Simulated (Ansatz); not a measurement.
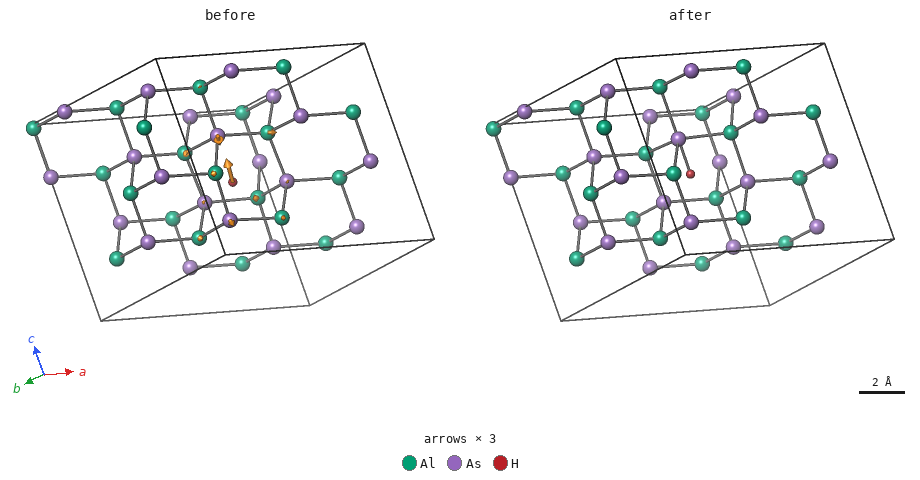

The structure of a defect cell of composition Al₁₆As₁₆H before (left) and after (right) a relaxation, at one scale. The orange arrows give the displacements, 3 times their true length.

A ball-and-stick model of the cell of the calculation (origin shifted), seen from a free direction.

Case: H interstitial, charge +0, atoms relaxed at the host's cell.

These are results of DFT PBE, scalar-relativistic, plane waves, PAW in Ansatz, not measurements.

Input file:
```yaml
crystal:
  lattice:
    - [-5.7279123196, 5.7279123196, -5.7279123196]
    - [5.7279123196, -5.7279123196, -5.7279123196]
    - [-5.7279123196, -5.7279123196, 5.7279123196]
  atoms:
    - { symbol: Al, position: [0.4982635947, 0.2579011827, 0.2537545604], spin: 0.091 }
    - { symbol: Al, position: [0.2559117128, 0.2488169128, 0.4970134299], spin: 0.091 }
    - { symbol: Al, position: [0.0, 0.25, 0.75] }
    - { symbol: Al, position: [0.75, 0.0, 0.25] }
    - { symbol: Al, position: [0.75, 0.25, 0.0] }
    - { symbol: Al, position: [0.5, 0.0, 0.5] }
    - { symbol: Al, position: [0.25, 0.0, 0.75] }
    - { symbol: Al, position: [0.0, 0.75, 0.25] }
    - { symbol: Al, position: [1.0, 1.0, 1.0] }
    - { symbol: Al, position: [0.7513620518, 0.7389661864, 0.4986090507], spin: 0.091 }
    - { symbol: Al, position: [0.4895003065, 0.747515525, 0.7495223982], spin: 0.091 }
    - { symbol: Al, position: [0.2543473895, 0.5122783011, 0.2555840914], spin: 0.091 }
    - { symbol: Al, position: [0.25, 0.75, 0.0] }
    - { symbol: Al, position: [0.0, 0.5, 0.5] }
    - { symbol: Al, position: [0.744519866, 0.5067283218, 0.7524159178], spin: 0.091 }
    - { symbol: Al, position: [0.5, 0.5, 0.0] }
    - { symbol: As, position: [0.5, 0.0, 0.25] }
    - { symbol: As, position: [0.25, 0.0, 0.5] }
    - { symbol: As, position: [0.0, 0.0, 0.75] }
    - { symbol: As, position: [0.75, 0.75, 0.25] }
    - { symbol: As, position: [0.75, 0.0, 0.0] }
    - { symbol: As, position: [0.5035176089, 0.7513712248, 0.4967301205], spin: 0.091 }
    - { symbol: As, position: [0.25, 0.75, 0.75] }
    - { symbol: As, position: [0.0, 0.5, 0.25] }
    - { symbol: As, position: [0.0, 0.75, 0.0] }
    - { symbol: As, position: [0.74998592, 0.5014621555, 0.5024930881], spin: 0.091 }
    - { symbol: As, position: [0.4928231624, 0.4881244895, 0.7502728506], spin: 0.091 }
    - { symbol: As, position: [0.2530157351, 0.2599968594, 0.26121516], spin: 0.091 }
    - { symbol: As, position: [0.25, 0.5, 0.0] }
    - { symbol: As, position: [0.0, 0.25, 0.5] }
    - { symbol: As, position: [0.75, 0.25, 0.75] }
    - { symbol: As, position: [0.5, 0.25, 0.0] }
    - { symbol: H, position: [0.5004795867, 0.5079883588, 0.5195552406], spin: 0.091 }
  host:
    lattice:
      - [0.0, 2.8639561598, 2.8639561598]
      - [2.8639561598, 0.0, 2.8639561598]
      - [2.8639561598, 2.8639561598, 0.0]
    atoms:
      - { symbol: Al, position: [0.0, 0.0, 0.0] }
      - { symbol: As, position: [0.75, 0.75, 0.75] }
basis:
  ecutwfc: 420
  xc_grid: 2
kpoints:
  mp_grid: { grid: [2, 2, 2], shift: [0.5, 0.5, 0.5] }
hamiltonian:
  xc: pbe
scf:
  occupations: { method: gaussian, width: 0.01 }
output:
  forces: true
  stress: false
  eigenvalues: true
  populations: true
  charged_corrections:
    defect_position: [0.5, 0.5, 0.5]
    epsilon: [[11.5641, 0.0, 0.0], [0.0, 11.5641, 0.0], [0.0, 0.0, 11.5641]]
  write_density: true
  write_potential: true
  elf: true
  volumetric_format: npy
magnetization:
  spin_polarized: true
relax:
  adjacent_minimum: "off"
  f_tol: 0.025
  max_steps: 45
```

Run as
```bash
ansatz run input.yaml --threads 4 --pin off --max-ram 10240MiB --backend cpu --events-out ev --progress --plain --runs-dir out
```

> What changed between the two?

After 7 accepted moves (9 points after the start) the energy has fallen by 0.409 eV per cell of the calculation. Largest force component: 0.87 eV/Å at the start, 0.011 eV/Å at the end. The line search rejected the trial step at point 6 of the run. 1 step only repeated the SCF at the same geometry. The largest move is that of H33, 0.42 Å roughly along +c. Largest moves by element: H 0.42 Å, As 0.22 Å, Al 0.15 Å. The cell doesn't change. Some distances before and after: As27–H33 2.385 → 1.771 Å, Al16–As27 2.416 → 2.642 Å, Al10–As26 2.365 → 2.480 Å, Al2–As28 2.370 → 2.477 Å. New bonds form, among them: As27–H33 (2.39 → 1.77 Å). Among the angles between lasting bonds that change: Al2–As27–Al16 115.0° → 106.7°, As26–Al15–As27 112.7° → 106.0°, As27–Al2–As28 111.8° → 106.0°. The run took 7.2 min on 4 threads of AMD EPYC 7B13 (Zen 3), with other jobs on the host, peak memory 3 GiB.
